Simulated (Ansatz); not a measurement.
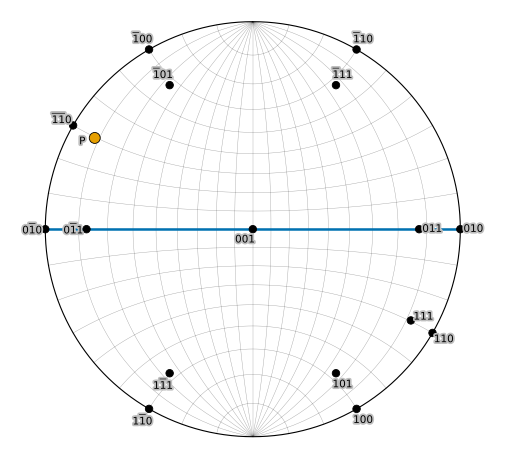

Crystal: C, the geometry relaxed at fixed volume with DFT PBE+D3(BJ), scalar-relativistic, plane waves, PAW in Ansatz. Stereographic projection of plane normals (upper hemisphere) centred on (0 0 1). All values are computed from the atomic coordinates in the standard setting (tolerance 0.002 Å).

a = 2.460 Å, b = 2.460 Å, c = 9.554 Å, α = 90.00°, β = 90.00°, γ = 120.00°.

Question: Index the pole marked P.

Answer: P is (−1 −1 1), in four indices (−1 −1 2 1), 82.7° from the centre.

Question: Which zone does the coloured great circle trace?

Answer: The zone [1 0 0]: its poles satisfy h = 0.

Question: What is the angle between the normals of (1 1 1) and (0 1 0), and what are their d_hkl = 1/|g|?

Answer: 30.8°; d = 1.220 Å and 2.130 Å.
